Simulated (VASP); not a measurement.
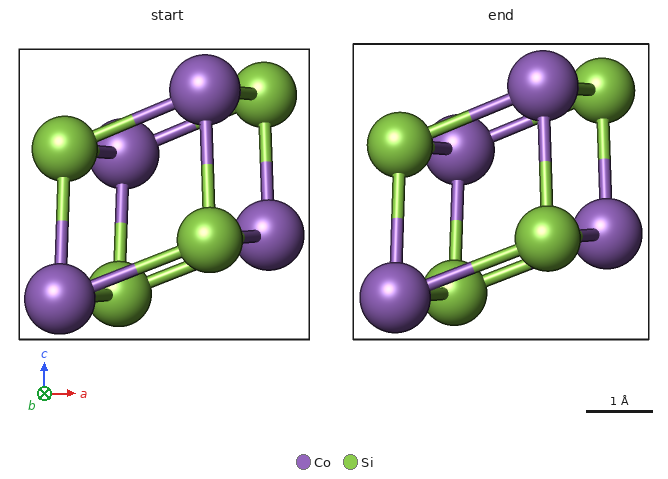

The structure of crystalline CoSi (set up in P2_13) before (left) and after (right) a relaxation, at one scale.

A ball-and-stick model of the cell of the calculation, seen along the b axis.

The run lets cell and atoms move.

The calculation used VASP, Kohn-Sham DFT of a periodic cell, vdW-DF2, VASP PAW PBE potentials, recommended.

Input
```
SYSTEM = CoSi
PREC = Accurate ; ENCUT = 600
EDIFF = 1E-7 ; ISMEAR = -1
SIGMA = 0.05 ; LREAL = .False.
LASPH = .True. ; NELM = 100
ALGO = Normal ; ISIF = 3
LWAVE = .False. ; LCHARG = .False.
ISPIN = 2 ; MAGMOM = 2 2 2 2 0 0 0 0
LORBIT = 11 ; LMAXMIX = 4
GGA = ML ; LUSE_VDW = .True.
AGGAC = 0.0 ; ZAB_VDW = -1.8867
IBRION = 2 ; NSW = 60
EDIFFG = -0.01
```

Run as
```bash
cat potpaw_PBE.64/Co/POTCAR potpaw_PBE.64/Si/POTCAR > POTCAR
mpirun -np 1 vasp_std > vasp.out
```

Describe what moved and what it gained.

The energy falls by 0.175 eV per cell of the calculation in 10 geometry steps. The largest force component goes from 0.16 to 0.0033 eV/Å. The pressure goes from 11.53 to −0.02 GPa. The largest moves relative to the cell, 0.014 Å, are those of Co atoms. Largest moves by element: Co 0.014 Å, Si 0.010 Å. The drawn cell changes as follows: a = b = c 4.438 → 4.520 Å (+1.8 %); the volume changes by +5.6 %. Near-neighbour distances that change, for instance: Co–Si 2.283 → 2.349 Å, Co–Si 2.326 → 2.366 Å, Co–Si 2.466 → 2.504 Å. The space group stays P2_13 (No. 198).
